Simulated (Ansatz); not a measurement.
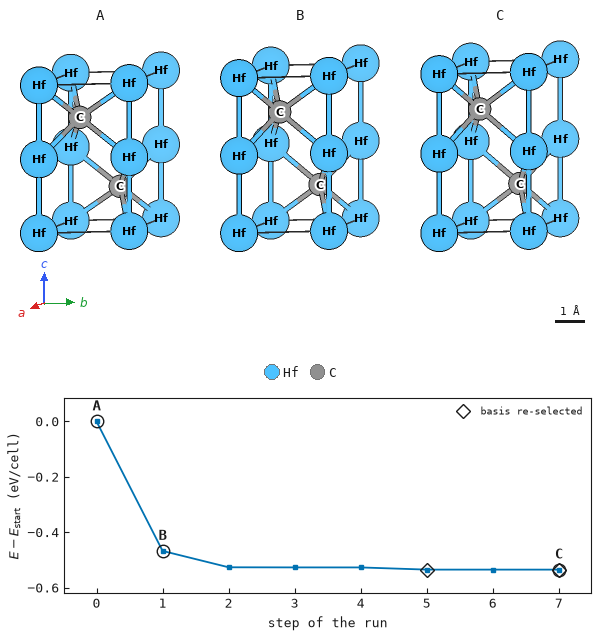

Frames of a relaxation of solid HfC (a generated structure, set up in P6_3/mmc), marked on the history of the run. Style: ball-and-stick. Shown: the cell of the calculation, slightly off an axis.

Case: stacking AA.

All numbers below come from DFT PBEsol, scalar-relativistic, plane waves, PAW in Ansatz.

Input
```yaml
crystal:
  lattice:
    - [3.2582291144, 0.0, 0.0]
    - [-1.6291145572, 2.8217091844, 0.0]
    - [0.0, 0.0, 5.3192249037]
  atoms:
    - { symbol: Hf, position: [0.0, 0.0, 0.0] }
    - { symbol: C, position: [0.3333333333, 0.6666666667, 0.25] }
    - { symbol: Hf, position: [0.0, 0.0, 0.5] }
    - { symbol: C, position: [0.6666666667, 0.3333333333, 0.75] }
basis:
  ecutwfc: 420
kpoints:
  mp_grid: { grid: [12, 12, 9] }
hamiltonian:
  xc: pbesol
scf:
  occupations: { method: gaussian, width: 0.1 }
output:
  forces: true
  stress: true
  eigenvalues: true
  populations: true
relax:
  adjacent_minimum: "off"
  f_tol: 0.01
  max_steps: 45
  cell: { stress_tol: 0.05 }
```

Command:
```bash
ansatz run input.yaml --threads 1 --pin off --max-ram 2560MiB --backend cpu --events-out ev --progress --plain --runs-dir out
```

Q: Describe the path.

A: The energy falls by 0.535 eV per cell of the calculation in 5 accepted moves (7 points after the start). All forces vanish by symmetry, so only the cell relaxes. Pressure: 17.18 GPa at the start and 0.00 GPa at the end. The SCF was repeated twice at an unchanged geometry on a basis and grid sized afresh for the cell, which shifted the energy by 7.9 meV per cell of the calculation at most. The atoms keep their places relative to the cell (all moves are under 0.005 Å). Cell: a = b 3.258 → 3.233 Å (−0.8 %), c 5.319 → 5.720 Å (+7.5 %). Volume +5.9 %. Among the contacts that change: Hf1–Hf3 2.660 → 2.860 Å, C2–Hf3 2.304 → 2.351 Å, Hf1–Hf1 3.258 → 3.233 Å. Bond angles that change, for instance: Hf1–C2–Hf3 70.5° → 74.9°, Hf1–C2–Hf1 90.0° → 86.9°. The space group stays P6_3/mmc (No. 194). From step 0 to 1: volume +4.0 %, energy −0.467 eV per cell of the calculation. From step 1 to 7: volume +1.8 %, energy −67.5 meV per cell of the calculation.
